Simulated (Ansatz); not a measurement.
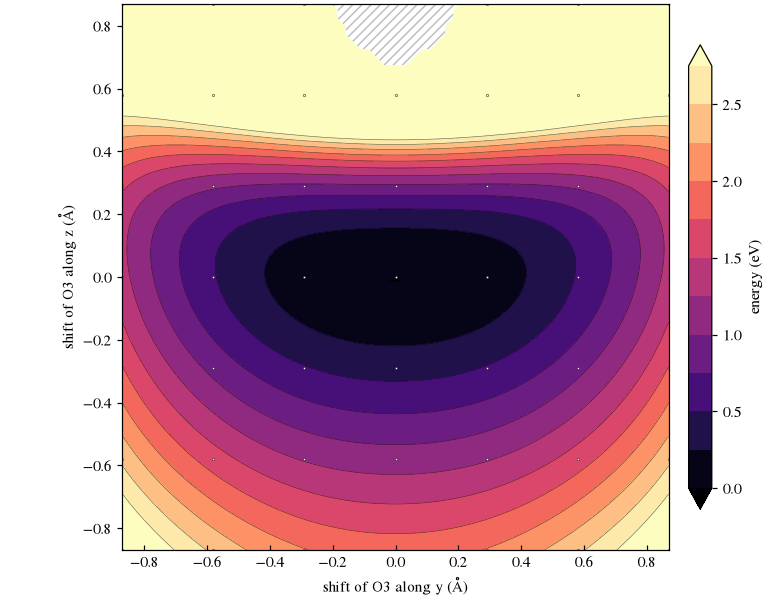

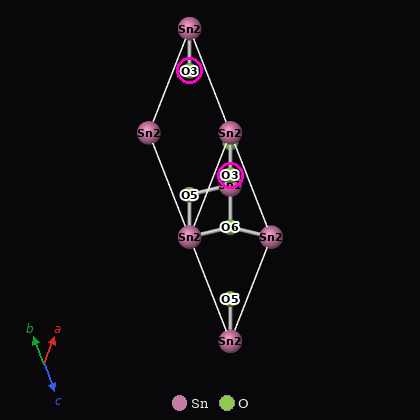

Energy landscape of SnO2 (I4_1/amd, No. 141; 6 atoms in the cell). One atom moved over a plane, all else fixed (x along [1 0 0], y along [0 1 0], z along [0 0 1] of the conventional cell). First axis: shift of O3 along y. Second axis: shift of O3 along z. Nothing is relaxed (all other atoms fixed). The scan uses a 7 × 7 grid; 27 points were computed and 21 follow by symmetry. At 1 point there is no value (left out of the scan, as a rule where atoms come close). Points are written as (first, second). Energies: eV per cell, counted from the lowest grid point. The band gap closes in part of the range. Theory: DFT PBEsol, scalar-relativistic, plane waves, PAW (Ansatz 0.2.0). Settings: cutoff 420 eV, k-mesh 10×10×10, gaussian smearing 0.05 eV, no spin polarisation.

The picture shows filled contours, dots at the grid points, one colour for all values above the top of the scale, hatched blanks where no value was computed. Between grid points the surface is interpolated. The second picture is the structure at the lowest point

**Describe this landscape.**

The lowest grid point is at (0.00 Å, 0.00 Å). No other kind of well shows on this grid. The highest grid point, (−0.29 Å, 0.87 Å), lies 22.5 eV above the lowest. Near the minimum the curvatures are about 2.5 and 14 eV/Å² along the soft and the stiff direction.

The values on the grid:

```tsv
shift of O3 along z ↓, shift of O3 along y →	−0.87	−0.58	−0.29	0.00	0.29	0.58	0.87
0.87	9.2	15.3	22.5	–	22.5	15.3	9.2
0.58	3.4	4.4	5.8	6.5	5.8	4.4	3.4
0.29	1.5	1.1	0.9	1.0	0.9	1.1	1.5
0.00	1.3	0.5	0.1	0.0	0.1	0.5	1.3
−0.29	1.8	0.9	0.5	0.4	0.5	0.9	1.8
−0.58	2.4	1.6	1.2	1.1	1.2	1.6	2.4
−0.87	3.3	2.5	2.0	1.9	2.0	2.5	3.3
```

Each point was launched as `ansatz run input.yaml --threads 2 --pin off --max-ram 4096MiB --backend cpu --events-out ev --progress --plain --runs-dir out`. The whole map (27 points run) took 37 min on 2 threads of Arm Neoverse N1 (shared host).

PAW datasets: the set soft_1.
